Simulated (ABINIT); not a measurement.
WC: phonon calculation (part 2 of 2)

Continued. System: WC (2 atoms in the cell). Method: Kohn-Sham DFT of a periodic cell, PBEsol, PseudoDojo NC SR PBEsol v0.4.1 standard, no spin polarisation (ABINIT 10.8.3); cutoff 1006.82 eV, 6×6×6 k-mesh, fermi-dirac of 0.05 eV. The structure derives from a Materials Project entry.

Geometry of the input (Å; fractional positions):
```
0.0000  2.1927  2.1927
2.1927  0.0000  2.1927
2.1927  2.1927  0.0000
W  0.0000  0.0000  0.0000
C  0.5000  0.5000  0.5000
```

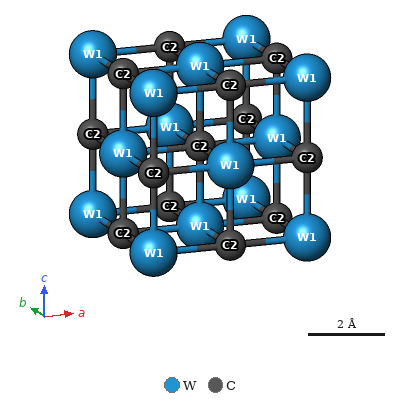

*The structure (ball-and-stick view of the cell 4 times as large as that of the calculation, set on its symmetry axes, seen slightly off an axis; atoms are numbered from 1 in the order of the input). An atom can appear more than once, as a periodic image.*

The program's output, continued:
```
--- !EnergyTerms
iteration_state     : {dtset: 1, }
comment             : Components of total free energy in Hartree
kinetic             :  2.43944646413601E+01
hartree             :  8.57170374512089E+00
xc                  : -1.86050023080117E+01
Ewald energy        : -6.60083123481053E+01
psp_core            :  2.00676532677659E+00
local_psp           : -4.45785040793723E+01
non_local_psp       :  1.23990590339866E+01
internal            : -8.18198259882452E+01
'-kT*entropy'       : -2.55031110714231E-04
total_energy        : -8.18200810193559E+01
total_energy_eV     : -2.22643782729515E+03
band_energy         : -4.40475779833460E+00
...

 Cartesian components of stress tensor (hartree/bohr^3)
  sigma(1 1)=  3.38042966E-04  sigma(3 2)=  0.00000000E+00
  sigma(2 2)=  3.38042966E-04  sigma(3 1)=  0.00000000E+00
  sigma(3 3)=  3.38042966E-04  sigma(2 1)=  0.00000000E+00

-Cartesian components of stress tensor (GPa)         [Pressure= -9.9456E+00 GPa]
- sigma(1 1)=  9.94556744E+00  sigma(3 2)=  0.00000000E+00
- sigma(2 2)=  9.94556744E+00  sigma(3 1)=  0.00000000E+00
- sigma(3 3)=  9.94556744E+00  sigma(2 1)=  0.00000000E+00

================================================================================
== DATASET  2 ==================================================================

--- !DatasetInfo
iteration_state: {dtset: 2, }
dimensions: {natom: 2, nkpt: 432, mband: 17, nsppol: 1, nspinor: 1, nspden: 1, mpw: 1550, }
cutoff_energies: {ecut:  37.0, pawecutdg:  -1.0, }
electrons: {nelect:   1.80000000E+01, charge:   0.00000000E+00, occopt:   3.00000000E+00, tsmear:   1.83746611E-03, }
meta: {optdriver: 1, rfphon: 1, }
...

 mkfilename : getwfk/=0, take file _WFK from output of DATASET   1.

 Real(R)+Recip(G) space primitive vectors, cartesian coordinates (Bohr,Bohr^-1):
 R(1)=  0.0000000  4.1435722  4.1435722  G(1)= -0.1206688  0.1206688  0.1206688
 R(2)=  4.1435722  0.0000000  4.1435722  G(2)=  0.1206688 -0.1206688  0.1206688
 R(3)=  4.1435722  4.1435722  0.0000000  G(3)=  0.1206688  0.1206688 -0.1206688
 Unit cell volume ucvol=  1.4228357E+02 bohr^3
 Angles (23,13,12)=  6.00000000E+01  6.00000000E+01  6.00000000E+01 degrees
 setup1 : take into account q-point for computing boxcut.

 getcut: wavevector=  0.0000  0.0000  0.0000  ngfft=  36  36  36
         ecut(hartree)=     37.000   => boxcut(ratio)=   2.24361

 getcut : COMMENT -
  Note that boxcut > 2.2 ; recall that boxcut=Gcut(box)/Gcut(sphere) = 2
  is sufficient for exact treatment of convolution.
  Such a large boxcut is a waste : you could raise ecut
  e.g. ecut=   46.562355 Hartrees makes boxcut=2

--------------------------------------------------------------------------------

 ==>  initialize data related to q vector <==

 The list of irreducible perturbations for this q vector is:
    1)    idir= 1    ipert=   1
    2)    idir= 1    ipert=   2

================================================================================

 The perturbation idir=   2  ipert=   1 is
 symmetric of a previously calculated perturbation.
 So, its SCF calculation is not needed.

 The perturbation idir=   3  ipert=   1 is
 symmetric of a previously calculated perturbation.
 So, its SCF calculation is not needed.

 The perturbation idir=   2  ipert=   2 is
 symmetric of a previously calculated perturbation.
 So, its SCF calculation is not needed.

 The perturbation idir=   3  ipert=   2 is
 symmetric of a previously calculated perturbation.
 So, its SCF calculation is not needed.

--------------------------------------------------------------------------------
 Perturbation wavevector (in red.coord.)   0.000000  0.000000  0.000000
 Perturbation : displacement of atom   1   along direction   1
 Found     4 symmetries that leave the perturbation invariant.
 symkpt : the number of k-points, thanks to the symmetries,
 is reduced to   126 .

--------------------------------------------------------------------------------

--------------------------------------------------------------------------------

 dfpt_looppert : total number of electrons, from k and k+q
  fully or partially occupied states are    1.800000E+01 and    1.800000E+01.
 Initialisation of the first-order wave-functions :
  ireadwf=   0

--- !BeginCycle
iteration_state: {dtset: 2, }
solver: {iscf: 7, nstep: 80, nline: 4, wfoptalg: 0, }
tolerances: {tolvrs: 1.00E-10, }
...

     iter   2DEtotal(Ha)        deltaE(Ha) residm    vres2
-ETOT  1   3.0111816842494     -1.793E+03 5.038E+00 7.981E+02
 ETOT  2   2.3117539611192     -6.994E-01 6.889E-02 2.972E+01
 ETOT  3   2.3027604117522     -8.994E-03 9.387E-04 2.449E-01
 ETOT  4   2.3027047821018     -5.563E-05 3.216E-05 3.609E-03
 ETOT  5   2.3027037755081     -1.007E-06 6.543E-07 8.535E-05
 ETOT  6   2.3027037461548     -2.935E-08 2.574E-08 2.991E-07
 ETOT  7   2.3027037461321     -2.274E-11 7.473E-10 1.262E-08
 ETOT  8   2.3027037461173     -1.478E-11 2.587E-11 1.145E-08
 ETOT  9   2.3027037461557      3.843E-11 8.314E-13 1.185E-12

 At SCF step    9       vres2   =  1.19E-12 < tolvrs=  1.00E-10 =>converged.
================================================================================

 ----iterations are completed or convergence reached----

 Mean square residual over all n,k,spin=   16.836E-16; max=  83.138E-14

 2DEtotal=    0.2302703746E+01 Ha. Also 2DEtotal=    0.626597610467E+02 eV
    (2DErelax=   -1.7941437241E+03 Ha. 2DEnonrelax=    1.7964464278E+03 Ha)
    (  non-var. 2DEtotal :    2.3027037823E+00 Ha)

--------------------------------------------------------------------------------
 Perturbation wavevector (in red.coord.)   0.000000  0.000000  0.000000
 Perturbation : displacement of atom   2   along direction   1
 Found     4 symmetries that leave the perturbation invariant.
 symkpt : the number of k-points, thanks to the symmetries,
 is reduced to   126 .

--------------------------------------------------------------------------------

--------------------------------------------------------------------------------

 dfpt_looppert : total number of electrons, from k and k+q
  fully or partially occupied states are    1.800000E+01 and    1.800000E+01.
 Initialisation of the first-order wave-functions :
  ireadwf=   0

--- !BeginCycle
iteration_state: {dtset: 2, }
solver: {iscf: 7, nstep: 80, nline: 4, wfoptalg: 0, }
tolerances: {tolvrs: 1.00E-10, }
...

     iter   2DEtotal(Ha)        deltaE(Ha) residm    vres2
-ETOT  1   3.8703746894770     -5.394E+02 4.400E+00 6.268E+03
 ETOT  2   2.3615975590621     -1.509E+00 4.542E-02 1.972E+02
 ETOT  3   2.3032682767634     -5.833E-02 1.311E-03 2.188E+00
 ETOT  4   2.3026946139781     -5.737E-04 1.572E-05 2.784E-02
 ETOT  5   2.3026865126276     -8.101E-06 5.887E-07 4.216E-05
 ETOT  6   2.3026865002109     -1.242E-08 2.326E-08 2.880E-07
 ETOT  7   2.3026865001618     -4.911E-11 4.461E-10 5.086E-08
 ETOT  8   2.3026865001447     -1.705E-11 2.293E-11 1.698E-08
 ETOT  9   2.3026865001434     -1.364E-12 4.159E-13 1.219E-12

 At SCF step    9       vres2   =  1.22E-12 < tolvrs=  1.00E-10 =>converged.
================================================================================

 ----iterations are completed or convergence reached----

 Mean square residual over all n,k,spin=   14.119E-16; max=  41.586E-14

 2DEtotal=    0.2302686500E+01 Ha. Also 2DEtotal=    0.626592917588E+02 eV
    (2DErelax=   -5.4094905428E+02 Ha. 2DEnonrelax=    5.4325174078E+02 Ha)
    (  non-var. 2DEtotal :    2.3026865385E+00 Ha)

================================================================================

 ---- first-order wavefunction calculations are completed ----

 ==> Compute Derivative Database <==

  Dynamical matrix, in cartesian coordinates,
   if specified in the inputs, asr has been imposed
     j1       j2             matrix element
  dir pert dir pert     real part    imaginary part

   1    1   1    1         0.0670579874         0.0000000000
   1    1   1    2        -0.0670579874         0.0000000000

   2    1   2    1         0.0670579874         0.0000000000
   2    1   2    2        -0.0670579874         0.0000000000

   3    1   3    1         0.0670579874         0.0000000000
   3    1   3    2        -0.0670579874         0.0000000000

   1    2   1    1        -0.0670579808         0.0000000000
   1    2   1    2         0.0670579808         0.0000000000

   2    2   2    1        -0.0670579808         0.0000000000
   2    2   2    2         0.0670579808         0.0000000000

   3    2   3    1        -0.0670579808         0.0000000000
   3    2   3    2         0.0670579808         0.0000000000

  Phonon wavevector (reduced coordinates) :  0.00000  0.00000  0.00000
 Phonon energies in Hartree :
   0.000000E+00  0.000000E+00  0.000000E+00  1.806333E-03  1.806333E-03
   1.806333E-03
 Phonon frequencies in cm-1    :
   0.000000E+00  0.000000E+00  0.000000E+00  3.964442E+02  3.964442E+02
   3.964442E+02

== END DATASET(S) ==============================================================
================================================================================

 -outvars: echo values of variables after computation  --------
            acell      5.8598960594E+00  5.8598960594E+00  5.8598960594E+00 Bohr
           etotal1    -8.1820081019E+01
           etotal2     2.3026865001E+00
            fcart1    -0.0000000000E+00 -0.0000000000E+00 -0.0000000000E+00
                      -0.0000000000E+00 -0.0000000000E+00 -0.0000000000E+00
            fcart2     0.0000000000E+00  0.0000000000E+00  0.0000000000E+00
                       0.0000000000E+00  0.0000000000E+00  0.0000000000E+00
            rprim      0.0000000000E+00  7.0710678120E-01  7.0710678120E-01
                       7.0710678120E-01  0.0000000000E+00  7.0710678120E-01
                       7.0710678120E-01  7.0710678120E-01  0.0000000000E+00
           strten1     3.3804296622E-04  3.3804296622E-04  3.3804296622E-04
                       0.0000000000E+00  0.0000000000E+00  0.0000000000E+00
           strten2     0.0000000000E+00  0.0000000000E+00  0.0000000000E+00
                       0.0000000000E+00  0.0000000000E+00  0.0000000000E+00
           xangst      0.0000000000E+00  0.0000000000E+00  0.0000000000E+00
                       2.1926840000E+00  2.1926840000E+00  2.1926840000E+00
             xred      0.0000000000E+00  0.0000000000E+00  0.0000000000E+00
                       5.0000000000E-01  5.0000000000E-01  5.0000000000E-01
 Calculation completed.
```

File anaddb.abo:
```
.Version 10.8.3 of ANADDB
================================================================================

 -outvars_anaddb: echo values of input variables ----------------------

 Miscellaneous information :
       eivec         1
         asr         1
      chneut         0
 First list of wavevector (reduced coord.) :
       nph1l         1
       qph1l
                     0.00000000E+00  0.00000000E+00  0.00000000E+00    1.000E+00

================================================================================

 read the DDB information and perform some checks

  ==== Info on the Cryst% object ====
 Real(R)+Recip(G) space primitive vectors, cartesian coordinates (Bohr,Bohr^-1):
 R(1)=  0.0000000  4.1435722  4.1435722  G(1)= -0.1206688  0.1206688  0.1206688
 R(2)=  4.1435722  0.0000000  4.1435722  G(2)=  0.1206688 -0.1206688  0.1206688
 R(3)=  4.1435722  4.1435722  0.0000000  G(3)=  0.1206688  0.1206688 -0.1206688
 Unit cell volume ucvol=  1.4228357E+02 bohr^3
 Angles (23,13,12)=  6.00000000E+01  6.00000000E+01  6.00000000E+01 degrees
 Time-reversal symmetry is present
 Reduced atomic positions [iatom, xred, symbol]:
    1)    0.0000000  0.0000000  0.0000000   W
    2)    0.5000000  0.5000000  0.5000000   C

 DDB file with 3 blocks has been read.

================================================================================

 Treat the first list of vectors

  Phonon wavevector (reduced coordinates) :  0.00000  0.00000  0.00000
 Phonon energies in Hartree :
   0.000000E+00  0.000000E+00  0.000000E+00  1.806333E-03  1.806333E-03
   1.806333E-03
 Phonon frequencies in cm-1    :
   0.000000E+00  0.000000E+00  0.000000E+00  3.964442E+02  3.964442E+02
   3.964442E+02

 Eigendisplacements
 (will be given, for each mode : in cartesian coordinates
   for each atom the real part of the displacement vector,
   then the imaginary part of the displacement vector - absolute values smaller than 1.0d-7 are set to zero)
  Mode number    1   Energy    0.000000E+00
 Attention : low frequency mode.
   (Could be unstable or acoustic mode)
   1  0.00000000E+00  0.00000000E+00 -1.67357802E-03
      0.00000000E+00  0.00000000E+00  0.00000000E+00
   2  0.00000000E+00  0.00000000E+00 -1.67357810E-03
      0.00000000E+00  0.00000000E+00  0.00000000E+00
  Mode number    2   Energy    0.000000E+00
 Attention : low frequency mode.
   (Could be unstable or acoustic mode)
   1  0.00000000E+00 -1.67357802E-03  0.00000000E+00
      0.00000000E+00  0.00000000E+00  0.00000000E+00
   2  0.00000000E+00 -1.67357810E-03  0.00000000E+00
      0.00000000E+00  0.00000000E+00  0.00000000E+00
  Mode number    3   Energy    0.000000E+00
 Attention : low frequency mode.
   (Could be unstable or acoustic mode)
   1  1.67357802E-03  0.00000000E+00  0.00000000E+00
      0.00000000E+00  0.00000000E+00  0.00000000E+00
   2  1.67357810E-03  0.00000000E+00  0.00000000E+00
      0.00000000E+00  0.00000000E+00  0.00000000E+00
  Mode number    4   Energy    1.806333E-03
   1  0.00000000E+00  0.00000000E+00  4.27763522E-04
      0.00000000E+00  0.00000000E+00  0.00000000E+00
   2 -1.85460253E-07 -9.20887894E-07 -6.54769126E-03
      0.00000000E+00  0.00000000E+00  0.00000000E+00
  Mode number    5   Energy    1.806333E-03
   1  0.00000000E+00  4.27763522E-04  0.00000000E+00
      0.00000000E+00  0.00000000E+00  0.00000000E+00
   2 -2.84066908E-07 -6.54769126E-03  9.20895940E-07
      0.00000000E+00  0.00000000E+00  0.00000000E+00
  Mode number    6   Energy    1.806333E-03
   1  4.27763526E-04  0.00000000E+00  0.00000000E+00
      0.00000000E+00  0.00000000E+00  0.00000000E+00
   2 -6.54769132E-03  2.84092989E-07  1.85420299E-07
      0.00000000E+00  0.00000000E+00  0.00000000E+00

 Analysis of degeneracies and characters (maximum tolerance=1.00E-06 a.u.)
 For each vibration mode, or group of modes if degenerate,
 the characters are given for each symmetry operation (see the list in the log file).
 Symmetry characters of vibration mode #   1
       degenerate with vibration modes #   2 to    3
  3.0 -3.0 -1.0  1.0 -1.0  1.0 -1.0  1.0  1.0 -1.0 -1.0  1.0  1.0 -1.0 -1.0  1.0
  0.0 -0.0  0.0 -0.0  0.0 -0.0 -0.0  0.0  1.0 -1.0 -1.0  1.0 -1.0  1.0  1.0 -1.0
  0.0 -0.0 -0.0  0.0 -0.0  0.0  0.0 -0.0  1.0 -1.0  1.0 -1.0 -1.0  1.0 -1.0  1.0
 Symmetry characters of vibration mode #   4
       degenerate with vibration modes #   5 to    6
  3.0 -3.0 -1.0  1.0 -1.0  1.0 -1.0  1.0  1.0 -1.0 -1.0  1.0  1.0 -1.0 -1.0  1.0
  0.0 -0.0 -0.0  0.0  0.0 -0.0 -0.0  0.0  1.0 -1.0 -1.0  1.0 -1.0  1.0  1.0 -1.0
  0.0 -0.0  0.0 -0.0 -0.0  0.0 -0.0  0.0  1.0 -1.0  1.0 -1.0 -1.0  1.0 -1.0  1.0

================================================================================

 anaddb : the run completed successfully.
```

Summary:

- outcome: converged
- space group (tolerance 0.01 Å): Fm-3m (225)
- electrons treated: 18
- free energy: −2226.4378 eV
- Fermi energy: 18.382 eV
- pressure: −9.95 GPa
- largest force (length of the vector): under 0.001 eV/Å
- wall time: 65 s (CPU time 4.3 min)
- peak memory: 0.44 GiB

Points of doubt noted for this run: k mesh coarse for metal response. Spin–orbit coupling is left out, which matters for W. The cell is under a tension of 9.9 GPa at this level, so it is not at its equilibrium volume.
